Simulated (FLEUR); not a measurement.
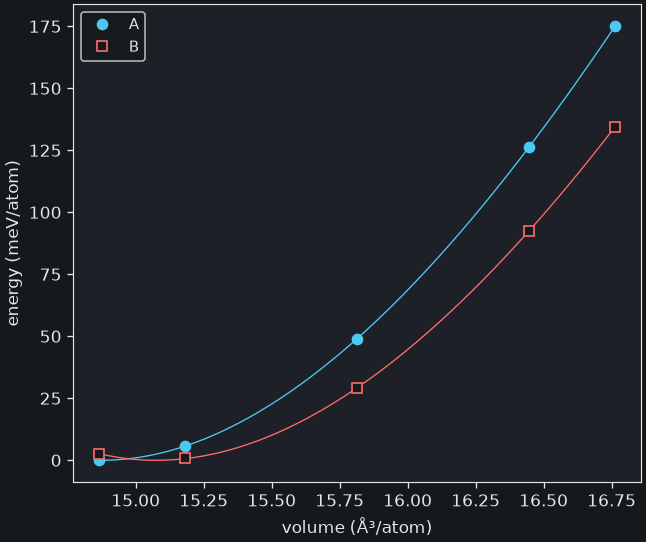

The figure compares two calculations of the energy against volume, each curve from its own zero. The first is for Pt, space group P6_3/mmc (No. 194).

The cell holds 2 atoms.

Computed with FLEUR MaX-R8.1 (later development tree): all-electron LAPW DFT, no spin polarisation; energies at scaled volumes of the given cell, shape and fractions fixed, counted from the fit's minimum, third-order Birch-Murnaghan fit. Level: LDA.

```json
{"setting": "k mesh", "value": "11×11×6"}
{"setting": "occupations", "value": "Fermi–Dirac"}
{"setting": "smearing width", "value": "0.05 eV"}
{"setting": "potentials", "value": "all electron"}
{"setting": "program settings", "value": "basis FLAPW, kmax 4.19 1/bohr"}
```

In the second, the level changes from LDA to SCAN.

Question: Which of A and B is the second calculation, and what did the change do?

Answer: B. The equilibrium volume rises from 14.87 to 15.07 Å³/atom (+1.3 %) and the bulk modulus falls from 301 to 287 GPa (−4.7 %).

For LDA, limits of the calculation: the fit and the printed pressures don't fully agree, or the minimum lies near the end of the range; spin-orbit coupling left out, heavy elements; shape and atomic fractions are frozen while scaling, which makes layered, chain and framework solids too stiff.

For SCAN, limits of the calculation: spin-orbit coupling left out, heavy elements; shape and atomic fractions are frozen while scaling, which makes layered, chain and framework solids too stiff.

V0 and the bulk modulus come from third-order Birch–Murnaghan fits.
